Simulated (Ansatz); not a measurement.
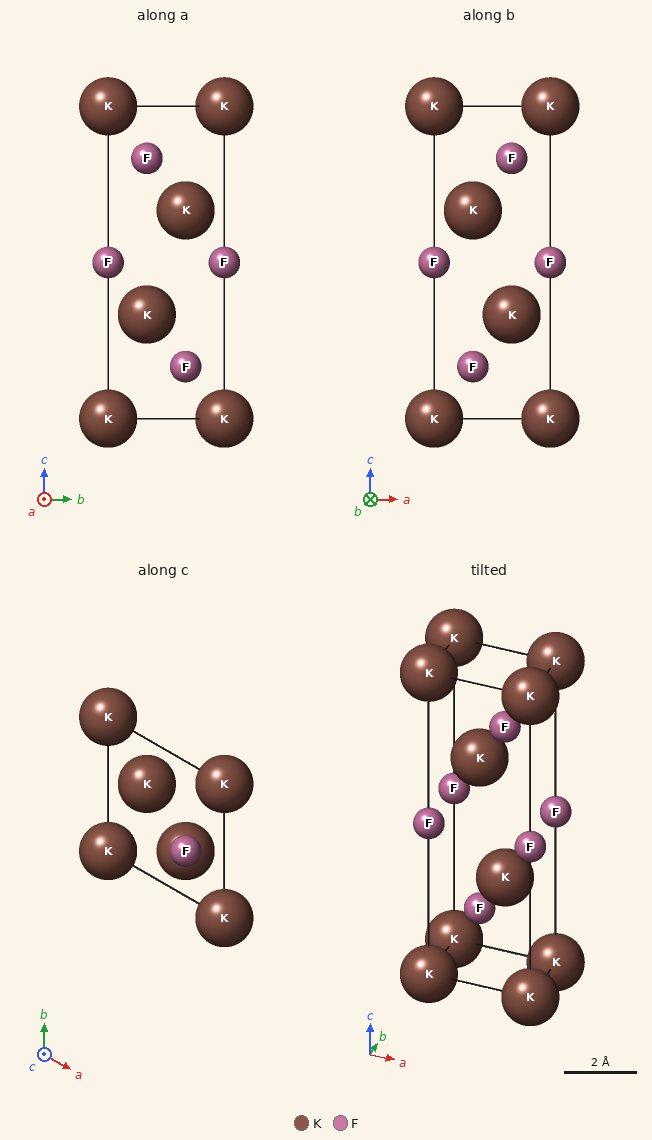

The figure gives a spheres-only picture of the atoms, viewed along the a axis, along the b axis, along the c axis and slightly off an axis. Lines trace the edges of the conventional unit cell.

Lattice parameters: a = 3.7603 Å, b = 3.7603 Å, c = 8.7504 Å, α = 90.000°, β = 90.000°, γ = 120.000°.

Question: Turn the picture into a CIF with its space group and independent sites.

Answer:
```cif
data_structure
_symmetry_space_group_name_H-M 'R -3 m :H'
_symmetry_Int_Tables_number 166
_cell_length_a 3.7603
_cell_length_b 3.7603
_cell_length_c 8.7504
_cell_angle_alpha 90.000
_cell_angle_beta 90.000
_cell_angle_gamma 120.000
_cell_volume 107.15
loop_
_atom_site_label
_atom_site_type_symbol
_atom_site_symmetry_multiplicity
_atom_site_Wyckoff_symbol
_atom_site_fract_x
_atom_site_fract_y
_atom_site_fract_z
_atom_site_occupancy
K1 K 3 a 0.0000 0.0000 0.0000 1
F1 F 3 b 0.3333 0.6667 0.1667 1
```

The starting point was a structure type filled with these elements by a generator (whether the compound takes this form wasn't checked). The cell was then strained or its atoms displaced on purpose. It went into a calculation with Ansatz.
